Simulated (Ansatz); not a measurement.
**PtS₂: single-point calculation (part 2 of 2)**

Continued. System: PtS₂ (R3m, 3 atoms in the cell). Method: DFT, HSE06, plane waves, PAW, no spin polarisation (Ansatz 0.2.0); cutoff 420 eV, 4×4×4 k-mesh, Fermi–Dirac smearing of 0.02 eV. The structure was built on a prototype by a generator. The geometry comes from this level: r2scan-rvv10.

Geometry of the input (Å; fractional positions):
```
1.7391  1.0041  5.0959
-1.7391  1.0041  5.0959
0.0000  -2.0082  5.0959
Pt -0.0026  -0.0026  -0.0026
S  0.4256  0.4256  0.4256
S  0.2437  0.2437  0.2437
```

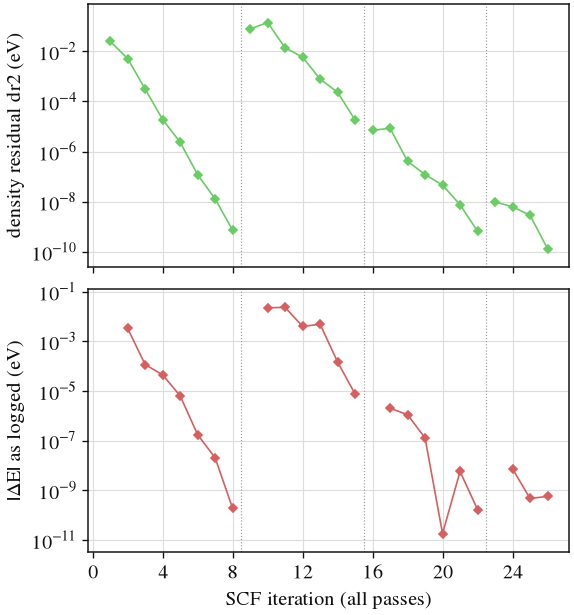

Convergence of the self-consistent field: density residual dr2 and size of the energy change against the SCF iteration. The run starts with a semilocal functional; after that each stretch between dotted lines is one SCF of the hybrid functional between two exact rebuilds of the exchange operator by the outer loop. Early passes are stopped at a loose threshold. The passes take 8, 7, 7 and 4 iterations.

```
hybrid outer 3: dexx = +7.879e-9 eV, tail = 3.24e-10 eV, Δε = 1.99e-4 eV (about 1.57e-5 eV left of the loop's levels), ΔF = 1.16e-4 eV/Å (tail 2.47e-4)
hybrid SCF converged: 3 outer / 18 inner (+8 warm-up), last move |dexx| = 7.88e-9 eV, tail = 3.24e-10 eV
Stability not checked: this state was not tested for a lower state beside it, because the functional holds exact exchange (a hybrid, or Hartree-Fock), whose exchange loop this test does not read (fock_operator; see scf.lower_state_search)
Free energy (F): -14329.413790 eV
Frozen-core exchange: fock
Harris-Foulkes:  -14329.413790 eV  (|F-HF|=9.46e-11)
Internal energy: -14329.411933 eV  (E = F + TS)
E sigma→0 (E₀):  -14329.412862 eV
Entropy (-TS):   -0.001857 eV (-0.619 meV/atom)
Fermi energy:    11.601274 eV
--- Per-component energies (eV) ---
  E_band       = -348.573905
  E_kinetic    = 847.248230
  E_local      = -2893.228182  (includes V_loc(G=0)·N_el)
  E_nonlocal   = 258.815922
  E_hartree    = 1134.694604
  E_xc         = -363.033256
  E_vxc        = -378.366941  (∫ρ·V_xc dr)
  E_exx        = -85.603662  (= α·E_x^exact, valence–valence)
  E_paw        = -10662.260009  (= ΣΔE_a)
  E_vpaw       = -281.225309  (= ΣTr[D̂ρ^β])
  E_aug_tail   = 0.000211  (compensation charges beyond the density's cutoff)
  E_ewald      = -2563.831300
  E_core_change = -2.214490  (= ΣΔE_core)
  E_smearing   = -0.001857  (= −TS)
  E_closure    = -0.000000  (closes the sum)
  Σ components = -14329.413790   (vs F -14329.413790, Δ=-1.82e-12)
--- Forces (eV/Å), atoms counted from 1 ---
  atom   1  Pt     0.00000000    -0.00000000    -0.21483741
  atom   2  S      0.00000000    -0.00000000    -0.24478949
  atom   3  S     -0.00000000     0.00000000     0.45962191
  max |Σ_I F_I| component: 4.99e-6 eV/Å
--- Stress (GPa, compression-positive) ---
       -0.647884       0.000000      -0.000000
        0.000000      -0.647884      -0.000000
        0.000000      -0.000000      -1.760796
  P = ⅓ Tr σ = -1.0189 GPa (-10.189 kbar)
--- Band table (eV; the first three rows and the last of 13) ---
  k-point 0: bands = ["-92.1882", "-45.3517", "-44.9859", "-44.9859", "-6.0603", "-2.6400", "2.6000", "4.9444", "4.9444", "6.1169", "6.1169", "7.9156", "11.4004", "11.4004", "12.1300", "12.3332", "12.3332", "15.1872", "18.6192"]
  k-point 1: bands = ["-92.1879", "-45.3487", "-44.9999", "-44.9888", "-5.3588", "-2.6827", "3.1961", "4.5051", "5.3295", "5.8587", "5.9616", "7.3894", "9.1163", "10.2424", "11.0317", "12.1310", "13.4583", "17.1380", "18.4906"]
  k-point 2: bands = ["-92.1876", "-45.3463", "-45.0139", "-44.9919", "-4.4536", "-2.7377", "3.0520", "4.1681", "4.9301", "5.7823", "6.9564", "7.5266", "8.5492", "8.9396", "9.5774", "12.4608", "13.2460", "15.9871", "17.7893"]
  k-point 12: bands = ["-92.1882", "-45.3515", "-44.9862", "-44.9862", "-5.2759", "-4.2218", "4.7748", "4.8836", "4.8836", "6.2069", "6.2069", "8.2019", "9.1989", "11.5008", "11.5008", "12.2449", "12.2449", "15.6977", "19.3286"]
```

File rho_z.tsv:
```
# z_ang	rho[e/angstrom^3]
# format = ansatz-planar-average/11
# lattice	1.739139231	1.004092503	5.095870368
# lattice	-1.739139231	1.004092503	5.095870368
# lattice	0.000000000	-2.008185006	5.095870368
# sites	3
# site	78	0.000000000	-0.000000000	-0.040139866
# site	16	0.000000000	0.000000000	6.506381893
# site	16	0.000000000	0.000000000	3.725498707
0.000000	1.007562e0
0.228220	1.016274e0
0.456441	9.682200e-1
0.684661	8.753070e-1
0.912882	7.606785e-1
1.141102	6.510875e-1
1.369322	5.658891e-1
1.597543	5.093203e-1
1.825763	4.707623e-1
2.053984	4.368969e-1
2.282204	4.029913e-1
2.510424	3.703605e-1
2.738645	3.405212e-1
2.966865	3.131635e-1
3.195086	2.873005e-1
3.423306	2.649681e-1
3.651526	2.526929e-1
3.879747	2.629496e-1
4.107967	3.119964e-1
4.336188	4.078141e-1
4.564408	5.416373e-1
4.792628	6.916107e-1
5.020849	8.323080e-1
5.249069	9.428074e-1
```

File v_z.tsv:
```
# z_ang	v_es[eV]	v_tot[eV]
# format = ansatz-planar-average/11
# xc	hse06
# density_cutoff_ev	1680
# datasets	Pt=:simpson_from_first_knot:soft:fock:shift=0	S=:simpson_from_first_knot:soft:fock:shift=0
# lattice	1.739139231	1.004092503	5.095870368
# lattice	-1.739139231	1.004092503	5.095870368
# lattice	0.000000000	-2.008185006	5.095870368
# sites	3
# site	78	0.000000000	-0.000000000	-0.040139866
# site	16	0.000000000	0.000000000	6.506381893
# site	16	0.000000000	0.000000000	3.725498707
0.000000	2.458665e0	-7.354264e0
0.228220	1.550447e0	-8.557999e0
0.456441	1.032551e0	-9.303395e0
0.684661	9.862580e-1	-9.520502e0
0.912882	1.257376e0	-9.347253e0
1.141102	1.643756e0	-8.954018e0
1.369322	2.074802e0	-8.414653e0
1.597543	2.561135e0	-7.754602e0
1.825763	3.125404e0	-6.973652e0
2.053984	3.879434e0	-5.966437e0
2.282204	4.942558e0	-4.619344e0
2.510424	6.234789e0	-2.995669e0
2.738645	7.543080e0	-1.295940e0
2.966865	8.722205e0	2.817682e-1
3.195086	9.796735e0	1.692870e0
3.423306	1.078747e1	2.942264e0
3.651526	1.147171e1	3.798932e0
3.879747	1.148659e1	3.864157e0
4.107967	1.071700e1	3.001730e0
4.336188	9.401309e0	1.464524e0
4.564408	7.852437e0	-4.016292e-1
4.792628	6.290908e0	-2.341752e0
5.020849	4.857262e0	-4.184755e0
5.249069	3.586584e0	-5.861781e0
```

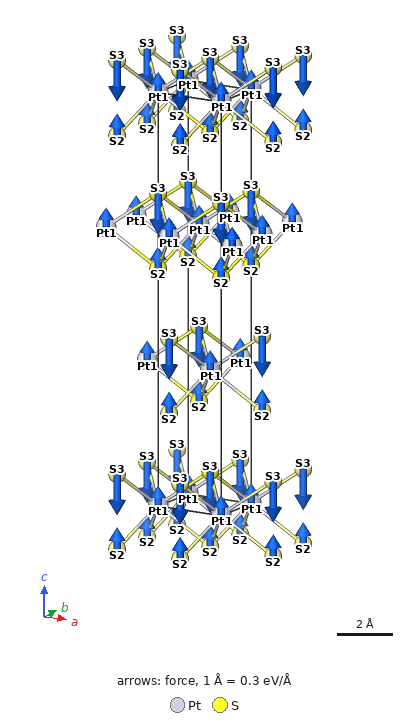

Forces on the atoms as blue arrows (ball-and-stick view of the cell 3 times as large as that of the calculation, set on its symmetry axes, seen slightly off an axis; neighbours outside the cell are drawn fainter; atoms are numbered from 1 in the order of the input). The largest act on S3 (0.46 eV/Å); S2 (0.24 eV/Å); Pt1 (0.21 eV/Å). 

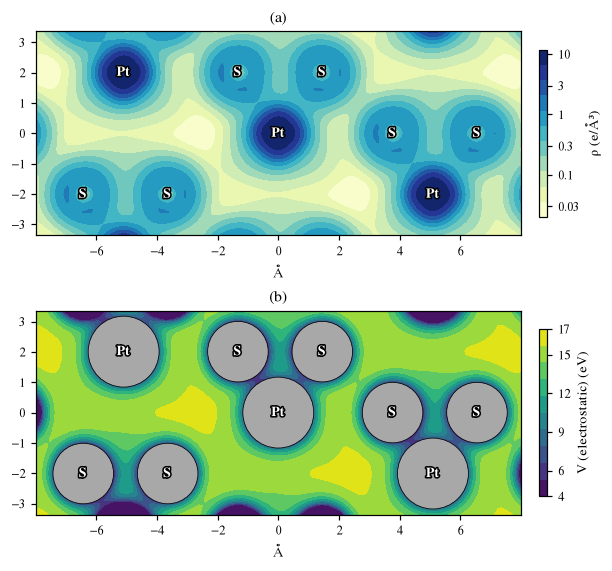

(a) valence electron density; (b) electrostatic potential energy of an electron on the (110) plane of the conventional cell. Grey discs, where drawn, cover atomic cores. The plane passes through Pt and S nuclei. Pt–S (2.41 Å): the density is about 0.65 e/Å³ at the midpoint. Pt–S (2.48 Å): the density is about 0.56 e/Å³ at the midpoint. Away from the nuclei the density in this plane falls to 0.02 e/Å³ at its lowest. Outside the cores the potential energy rises away from the atoms and is highest about 2.3 Å from the nearest atoms; outside the discs it spans about 11 eV, and its zero is arbitrary. In a PAW calculation such maps are meaningful between the atoms, not at the nuclei.

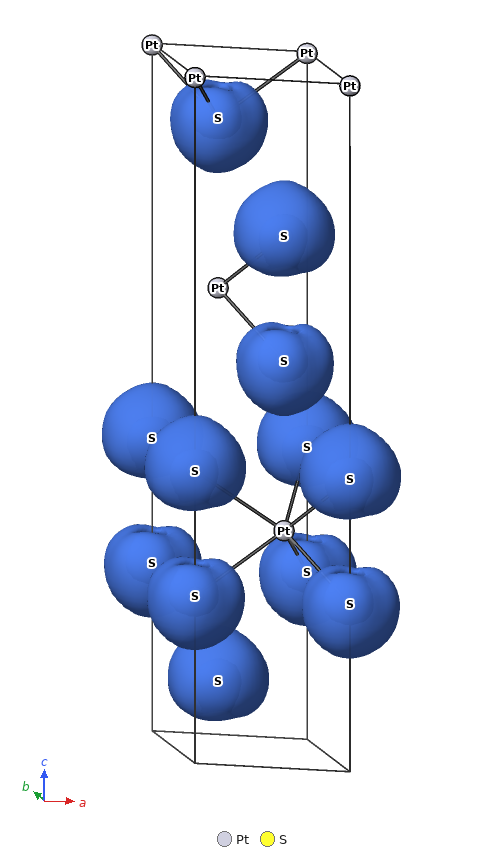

Isosurface of the electron localisation function at 0.7 (blue), seen slightly off an axis. Core shells and regions of very low density are left out. Sticks mark near contacts. The outline is the cell set on symmetry axes. Values along the shortest contacts: Pt–S (2.41 Å): the ELF is about 0.45 at the midpoint. Pt–S (2.48 Å): the ELF is about 0.40 at the midpoint.

Results in brief:

```json
{"quantity": "outcome", "value": "converged"}
{"quantity": "space group (tolerance 0.01 Å)", "value": "R3m (160)"}
{"quantity": "electrons treated", "value": "30"}
{"quantity": "free energy", "value": "−14329.4138 eV"}
{"quantity": "Fermi energy", "value": "11.601 eV"}
{"quantity": "band gap", "value": "none (metallic)"}
{"quantity": "pressure", "value": "−1.02 GPa"}
{"quantity": "largest force (length of the vector)", "value": "0.460 eV/Å"}
{"quantity": "wall time", "value": "16 s (CPU time 53 s)"}
{"quantity": "peak memory", "value": "0.92 GiB"}
```

Remarks:

The program warns: the exchange loop's threshold is looser than advised for the stress; the SCF threshold is looser than advised for the printed stress. Spin–orbit coupling is left out, which matters for Pt. The k-point mesh is coarse for a cell of this size, so the results may not be converged.
